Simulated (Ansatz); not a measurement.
Consider ScAl₂N₃.

```xyz
24
Lattice="9.8772 0.0000 0.0000 0.0000 5.6807 0.0000 0.0000 0.0000 5.0210" Properties=species:S:1:pos:R:3 pbc="T T T"
Sc    0.0000    3.8501    2.4146
Sc    4.9386    1.0098    2.4146
Sc    0.0000    1.8305    4.9251
Sc    4.9386    4.6709    4.9251
Al    1.6910    0.9345    2.4971
Al    6.6296    3.7748    2.4971
Al    3.2476    3.7748    2.4971
Al    8.1862    0.9345    2.4971
Al    1.6910    4.7462    5.0076
Al    6.6296    1.9059    5.0076
Al    3.2476    1.9059    5.0076
Al    8.1862    4.7462    5.0076
N     1.7870    0.8609    4.3982
N     6.7256    3.7012    4.3982
N     3.1516    3.7012    4.3982
N     8.0902    0.8609    4.3982
N     0.0000    3.9243    4.5817
N     4.9386    1.0840    4.5817
N     1.7870    4.8198    1.8877
N     6.7256    1.9795    1.8877
N     3.1516    1.9795    1.8877
N     8.0902    4.8198    1.8877
N     0.0000    1.7564    2.0712
N     4.9386    4.5967    2.0712
```

Space group Cmc2₁; a structure generated by program, which may or may not match a known phase.

All numbers below come from DFT PBE, scalar-relativistic, plane waves, PAW in Ansatz.

Question: Predict the valence pseudo-density and electron localisation function between the atoms.

Answer: Al–N (1.90 Å): ρ is about 0.66 e/Å³ halfway; the ELF peaks at about 0.85 in the valence shell of N, 0.7 Å from its nucleus, and is about 0.85 at the midpoint.
Sc–N (2.10 Å): the density is about 0.58 e/Å³ at the midpoint; the ELF peaks at about 0.85 in the valence shell of N, 0.7 Å from its nucleus, and is about 0.25 at the midpoint: no localised pair shows between them.
Sc–N (2.17 Å): the density is about 0.49 e/Å³ at the midpoint; the ELF peaks at about 0.80 in the valence shell of N, 0.7 Å from its nucleus, and is about 0.20 at the midpoint (no localised pair shows between them).

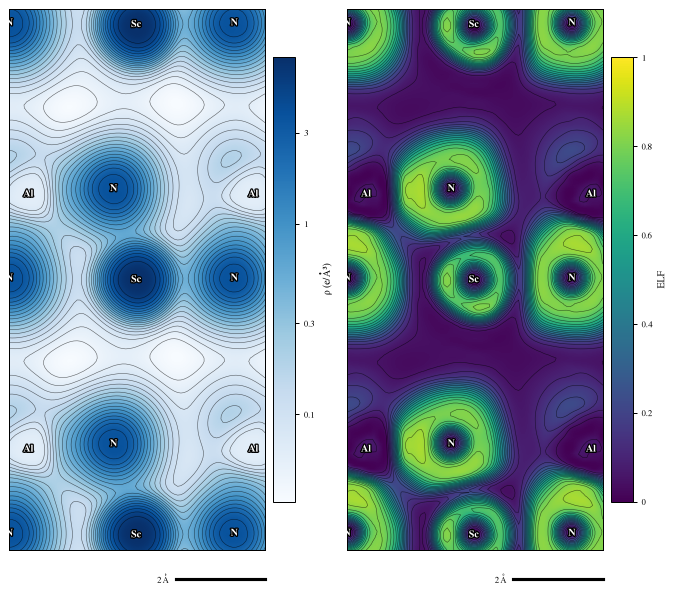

Computed valence pseudo-density and electron localisation function on the (110) plane of the conventional cell, in this order. 

In a PAW calculation such maps are meaningful between the atoms, not at the nuclei.
